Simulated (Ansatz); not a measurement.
TaSi2

```
Ta Si
1.0
     4.80620    0.00000    0.00000
    -2.40310    4.16229    0.00000
     0.00000    0.00000    6.59524
Ta Si
3 6
Direct
  0.50000 0.00000 0.50000
  0.50000 0.50000 0.83333
  0.00000 0.50000 0.16667
  0.15888 0.31777 0.50000
  0.84112 0.15888 0.83333
  0.68223 0.84112 0.16667
  0.84112 0.68223 0.50000
  0.15888 0.84112 0.83333
  0.31777 0.15888 0.16667
```

Space group P6₂22; computed without spin polarisation.

These are results of DFT PBE, scalar-relativistic, plane waves, PAW in Ansatz 0.2.0, not measurements.

### Predict the valence pseudo-density and electron localisation function between the atoms.

Ta–Si (2.74 Å): ρ at the midpoint is about 0.33 e/Å³; the ELF peaks at about 0.75 in the valence shell of Si, 0.9 Å from its nucleus, and is about 0.40 at the midpoint.
Ta–Si (2.84 Å): the density is about 0.28 e/Å³ at the midpoint; the ELF peaks at about 0.75 in the valence shell of Si, 1.0 Å from its nucleus, and is about 0.40 at the midpoint.

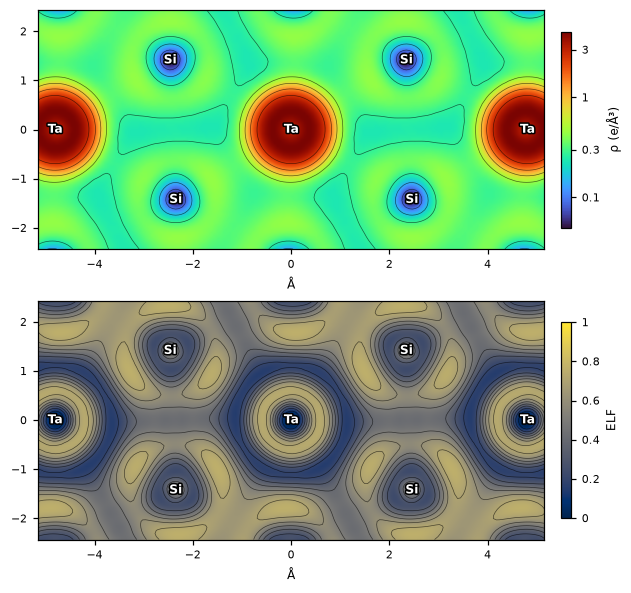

Computed valence pseudo-density and electron localisation function on the (001) plane of the conventional cell, in this order. 

The density is the valence pseudo-density of a PAW calculation; it isn't the true density close to the nuclei.
